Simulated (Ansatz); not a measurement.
Run report: Ta4N, geometry relaxation (part 1 of 2)

System: Ta4N (slab, 5 atoms in the cell).
Method: DFT PBE, scalar-relativistic, plane waves, PAW, PAW set soft_1, no spin polarisation (Ansatz 0.2.0).

The structure derives from an entry of the Crystallography Open Database. The input holds or restrains some coordinates. Forces given for the steps count only the free coordinates.

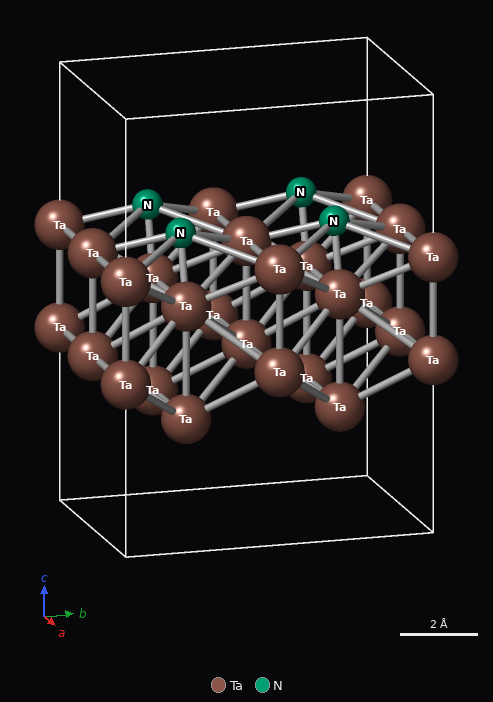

**Figure 1.** The structure as given in the input (ball-and-stick view of the 2 × 2 repeat of the cell, with the vacuum cut short, seen slightly off an axis). An atom can appear more than once, as a periodic image.

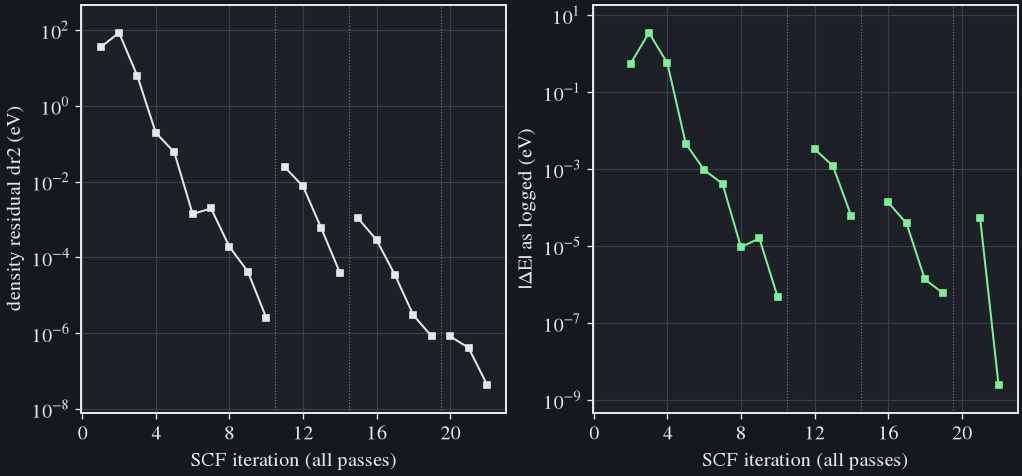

**Figure 2.** Convergence of the self-consistent field: density residual dr2 and size of the energy change against the SCF iteration. The dotted lines part the SCF passes of the relaxation: geometry steps, rejected trials and re-solves on a re-selected basis. The passes take 10, 4, 5 and 3 iterations.

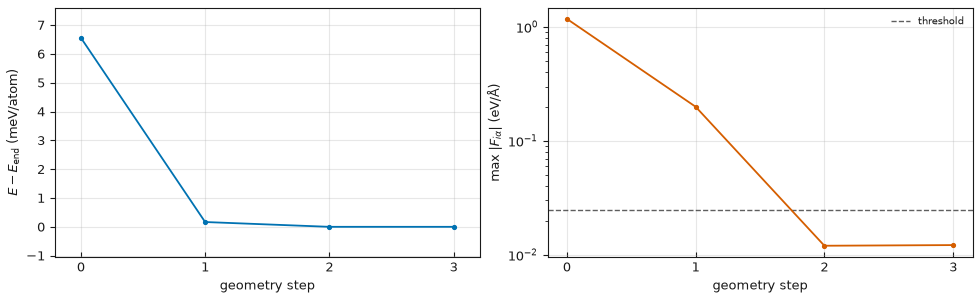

**Figure 3.** Progress of the restrained relaxation, step by step (the first geometry is step 0 here and step 1 in the log).

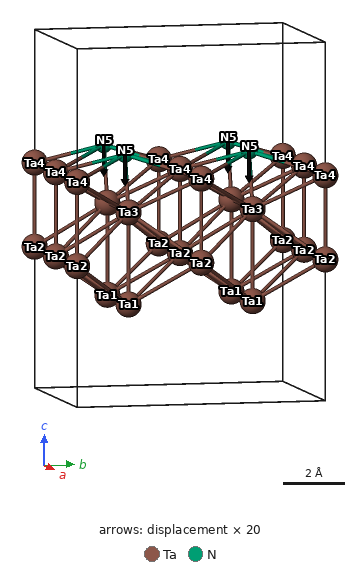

**Figure 4.** The starting structure with the displacements as black arrows, magnified 20 times (ball-and-stick view of the 2 × 2 repeat of the cell, with the vacuum cut short, seen slightly off an axis). After 3 geometry steps the energy has fallen by 6.6 meV per atom. The largest force component goes from 1.2 to 0.012 eV/Å. The largest move is that of N5, 0.054 Å. Ta stays in place. The cell doesn't change. Among the contacts that change: Ta3–N5 1.934 → 1.882 Å, Ta4–N5 2.421 → 2.407 Å. (Atoms are counted from 1 in the order of the input.)

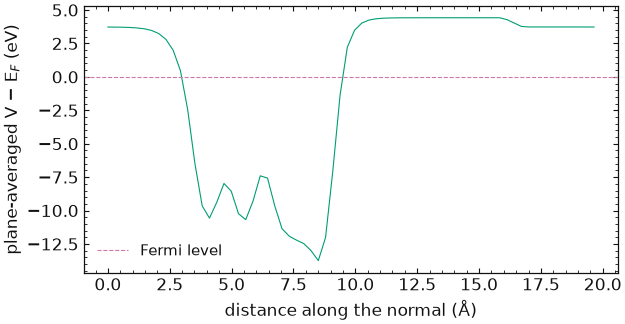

**Figure 5.** Plane average of the electrostatic potential energy of an electron across the cell, from the Fermi level. The vacuum level lies 4.42 eV above the Fermi level on the upper side and 3.73 eV on the lower.

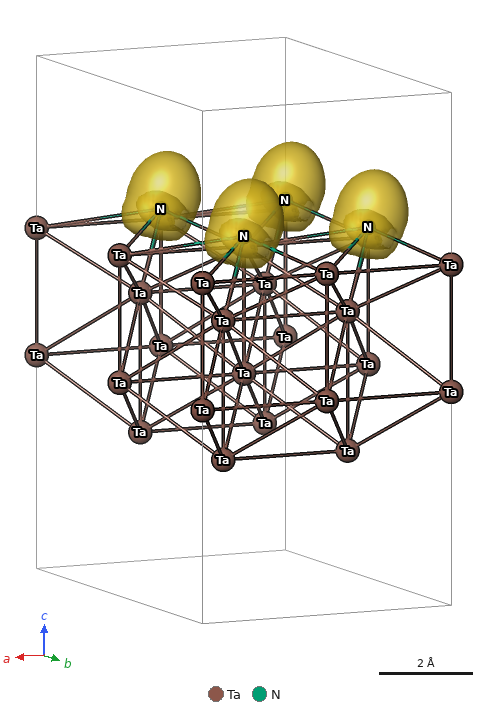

**Figure 6.** Isosurface of the ELF at 0.75 (yellow), seen at an oblique angle. Only the valence region is drawn (cores and ρ < 0.01 e/Å³ removed). Sticks mark near contacts. Values along the shortest contacts: Ta–N (1.88 Å): the ELF peaks at about 0.85 in the valence shell of N, 0.6 Å from its nucleus, and drops to about 0.35 between the two atoms. Ta–Ta (2.80 Å): the ELF is about 0.40 at the midpoint (no localised pair between them). Core electrons are frozen (PAW), so the fields are smoothed inside the atomic spheres.

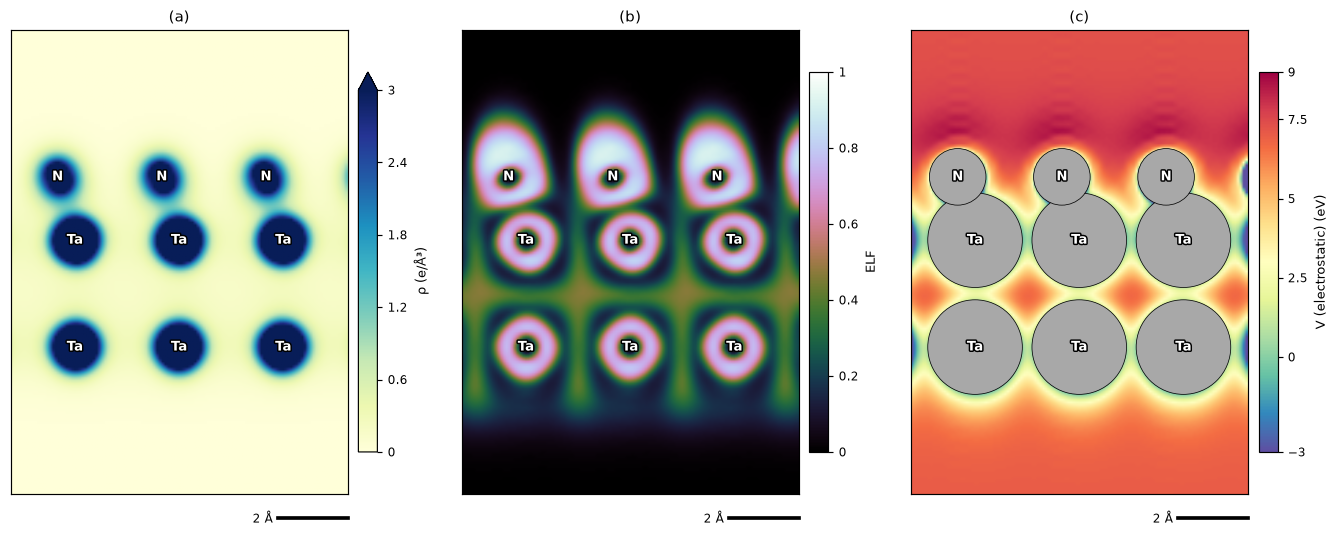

**Figure 7.** (a) valence charge density (pseudo); (b) ELF; (c) electrostatic potential energy of an electron on the (010) plane of the calculation cell, a cut from vacuum to vacuum. Grey discs, where drawn, cover atomic cores. The section cuts through Ta and N sites. Ta–N (1.88 Å): the density is about 1.3 e/Å³ at the midpoint; the ELF peaks at about 0.85 in the valence shell of N, 0.6 Å from its nucleus, and drops to about 0.35 between the two atoms. Ta–Ta (2.99 Å): the density is about 0.28 e/Å³ at the midpoint; the ELF is about 0.35 at the midpoint (no localised pair between them). Ta–Ta (3.06 Å): ρ is about 0.26 e/Å³ halfway; the ELF is about 0.35 at the midpoint (no localised pair between them). The density dies away to nearly zero in the vacuum. The strong features right at Ta lie inside the PAW spheres (semicore, d or f shells) and say nothing about bonding.

The input and output of the run follow.

Input file:
```yaml
crystal:
  lattice:
    - [2.9861803524, 0.0, 0.0]
    - [0.0, 4.223096754, 0.0]
    - [0.0, 0.0, 19.7920392323]
  atoms:
    - { symbol: Ta, position: [0.5, 0.5, 0.2021014587] }
    - { symbol: Ta, position: [0.0, 0.0, 0.2775403843] }
    - { symbol: Ta, position: [0.5, 0.5, 0.3568510217] }
    - { symbol: Ta, position: [0.0, 0.0, 0.4189583062] }
    - { symbol: "N", position: [0.3333333333, 0.5, 0.4512945396] }
basis:
  ecutwfc: 420
kpoints:
  mp_grid: { grid: [9, 6, 1] }
hamiltonian:
  xc: pbe
  pseudopotentials: { kind: paw, azcp: { folder: soft_1 } }
scf:
  occupations: { method: gaussian, width: 0.1 }
output:
  forces: true
  eigenvalues: true
  write_density: true
  write_potential: true
  elf: true
  volumetric_format: npy
relax:
  adjacent_minimum: "off"
  f_tol: 0.025
  max_steps: 16
  constraints: [{ sites: [0, 1, 2, 3] }, { sites: [4], fix: xy }]
efield:
  axis: 3
  dipole_correction: true
  ramp_width: 0.04
```

Command:
```bash
ansatz run input.yaml --threads 2 --pin off --max-ram 6144MiB --backend cpu --events-out ev --progress --plain --runs-dir out
```

What the program printed:
```
Engine: ansatz 0.2.0, aarch64-unknown-linux-gnu
Pseudopotentials: kind: paw
Pseudopotential: Ta, paw, valence charge 13, recommended cutoff 420 eV (normal), [file]
Pseudopotential: N, paw, valence charge 5, recommended cutoff 420 eV (normal), [file]
Functional definition: PBE
  parameter kappa = 0.804
  parameter beta = 0.06672455060314922
  exchange = pbe_x(kappa = kappa, mu = beta*pi^2/3)
  correlation = pbe_c(beta = beta)
Crystal: 5 atoms, lattice volume = 249.596 Å³
Basis set: ecut = 420 eV, 4845 PW (Γ), exchange–correlation on 40×60×270 points (8 copies of the dense FFT grid, shifted against one another)
Bands: 35, of which v1, the nominal top of the filled ones, is band 29 counted from 1 (28 counted from 0)
Symmetry: 2 space group operations
Space group: Pm (ITA 6), of the structure as read, at distance tolerance 6.3e-5 Å
k-points: 20 of 54 (time reversal used)
Non-local potential: Ta, projectors of the file, l = 0: 3, l = 1: 2, l = 2: 2, l = 3: 1
Non-local potential: N, projectors of the file, l = 0: 2, l = 1: 2, l = 2: 1
PAW form: soft (Blöchl's): semilocal exchange-correlation on the pseudo side does not see the compensation charge
PAW one-centre angular grid: Ta, 590 points (default); XC on 64 Gauss nodes
PAW one-centre angular grid: N, 110 points (default); XC on 64 Gauss nodes
Initial density: superposition of atomic densities (neutral atoms: chi_scale 0, normalization atom)
Initial wavefunctions: pseudopotential atomic-orbital guess
Functional: x = pbe(κ = 0.804, μ = 0.2195149727645171), c = pbe(β = 0.06672455060314922)
SCF iter   1: F=—  HF=-40116.925648 eV  |F-HF|=—  |Δ(HF+E_count)|=         —  Δρ=5.91e-2  dr2=3.54e1  ethr=3.10e-3  p=-0.000 e·Å  D=-2.10e-6 V/Å  ΔV_dip=0.00 eV  dr2_dipole=5.25e0  V_vac-E_F(+/−)=6.95/6.95 eV  ⟨swp⟩=8.8  Hψ=3531  notcnv=0
efield: sawtooth ramp at fractional position 0.8067 (placed from the atoms, in the widest stretch of the axis that holds none; the zero of the levels goes with the place), width 0.0400; the density the first Hamiltonian is built on has a dipole p = -0.000 e·Å; the dipole correction subtracts the counter field D = -2.10e-6 V/Å, which shifts the + side's vacuum level by +0.00 eV against the − side's; the planar-averaged density in the ramp window peaks in size at 1.6e-6 e/Å³
preconditioner: auto → LDOS  [metal: Δε(μ)=0.034 eV  Ē_g=5.498 eV  σ=0.100 eV  W_gap=0.19  n_scr=36 (ndim 8)  ℏωp=11.8 eV  f_vac=0.566  D(μ)=5.88/eV (n_scr^D=30)  β→1.0]
SCF iter   2: F=—  HF=-40116.375968 eV  |F-HF|=—  |Δ(HF+E_count)|=   5.50e-1  Δρ=5.57e-2  dr2=8.54e1  ethr=3.10e-3  p=-0.293 e·Å  D=-2.12e-1 V/Å  ΔV_dip=4.20 eV  dr2_dipole=3.30e1  V_vac-E_F(+/−)=4.19/-0.01 eV  ⟨swp⟩=8.8  Hψ=2804  notcnv=0  defer=19  recentre
SCF iter   3: F=—  HF=-40112.861017 eV  |F-HF|=—  |Δ(HF+E_count)|=    3.51e0  Δρ=2.04e-2  dr2=6.07e0  ethr=3.10e-3  p=-0.070 e·Å  D=-5.07e-2 V/Å  ΔV_dip=1.00 eV  dr2_dipole=9.56e-1  V_vac-E_F(+/−)=5.57/4.58 eV  ⟨swp⟩=6.0  Hψ=2128  notcnv=0  defer=16
SCF iter   4: F=—  HF=-40112.294229 eV  |F-HF|=—  |Δ(HF+E_count)|=   5.67e-1  Δρ=5.25e-3  dr2=1.94e-1  ethr=3.10e-3  p=-0.057 e·Å  D=-4.12e-2 V/Å  ΔV_dip=0.82 eV  dr2_dipole=4.13e-2  V_vac-E_F(+/−)=4.72/3.91 eV  ⟨swp⟩=3.6  Hψ=1246  notcnv=0  defer=13
SCF iter   5: F=—  HF=-40112.289628 eV  |F-HF|=—  |Δ(HF+E_count)|=   4.60e-3  Δρ=2.01e-3  dr2=6.01e-2  ethr=3.41e-4  p=-0.063 e·Å  D=-4.53e-2 V/Å  ΔV_dip=0.90 eV  dr2_dipole=2.22e-2  V_vac-E_F(+/−)=4.63/3.74 eV  ⟨swp⟩=2.2  Hψ=1056  notcnv=0  defer=13
SCF iter   6: F=—  HF=-40112.288672 eV  |F-HF|=—  |Δ(HF+E_count)|=   9.57e-4  Δρ=5.34e-4  dr2=1.40e-3  ethr=1.06e-4  p=-0.057 e·Å  D=-4.13e-2 V/Å  ΔV_dip=0.82 eV  dr2_dipole=2.38e-4  V_vac-E_F(+/−)=4.62/3.80 eV  ⟨swp⟩=1.7  Hψ=715  notcnv=0  defer=12
SCF iter   7: F=—  HF=-40112.289087 eV  |F-HF|=—  |Δ(HF+E_count)|=   4.16e-4  Δρ=2.67e-4  dr2=1.97e-3  ethr=2.46e-6  p=-0.057 e·Å  D=-4.16e-2 V/Å  ΔV_dip=0.82 eV  dr2_dipole=6.47e-4  V_vac-E_F(+/−)=4.61/3.79 eV  ⟨swp⟩=2.6  Hψ=972  notcnv=0  defer=12
SCF iter   8: F=—  HF=-40112.289078 eV  |F-HF|=—  |Δ(HF+E_count)|=   9.38e-6  Δρ=1.20e-4  dr2=1.91e-4  ethr=2.46e-6  p=-0.059 e·Å  D=-4.26e-2 V/Å  ΔV_dip=0.84 eV  dr2_dipole=2.02e-5  V_vac-E_F(+/−)=4.60/3.76 eV  ⟨swp⟩=1.7  Hψ=718  notcnv=0  defer=12
SCF iter   9: F=—  HF=-40112.289094 eV  |F-HF|=—  |Δ(HF+E_count)|=   1.60e-5  Δρ=5.64e-5  dr2=4.25e-5  ethr=3.35e-7  p=-0.060 e·Å  D=-4.34e-2 V/Å  ΔV_dip=0.86 eV  dr2_dipole=5.24e-6  V_vac-E_F(+/−)=4.60/3.74 eV  ⟨swp⟩=2.0  Hψ=812  notcnv=0  defer=12
SCF iter  10: F=-40112.289093 eV  HF=-40112.289094 eV  |F-HF|=1.48e-6  |Δ(HF+E_count)|=   4.68e-7  Δρ=1.69e-5  dr2=2.57e-6  ethr=2.74e-8  p=-0.060 e·Å  D=-4.38e-2 V/Å  ΔV_dip=0.87 eV  dr2_dipole=7.62e-8  V_vac-E_F(+/−)=4.60/3.73 eV  ⟨swp⟩=24.1  Hψ=7600  notcnv=0
SCF 1 converged in 10 iterations: F = -40112.289093 eV  dr2 = 2.57e-6
  greatest PAW one-centre occupation: 0.999 electrons in one spin orbital (limit 2), on the Ta atom at site 2 (counted from 0), in its partial waves of l = 0
relax step   1: F+E_penalty+E_count = -40112.28909296 eV  Δ(F+E_penalty+E_count) = +0.000e0 eV  max|allowed force component| = 1.177e0 eV/Å  Δτ_max = 0.0000 Å  (10 SCF iters, dr2 threshold 1.56e-5 eV, accepted)
Initial density: handed on by an earlier stage of this run
Initial wavefunctions: those handed on with the density
iter 1 solved again at ethr=4.20e-5 eV; its pass at ethr=3.10e-3 eV (dr2=2.40e-2 eV) is discarded
```
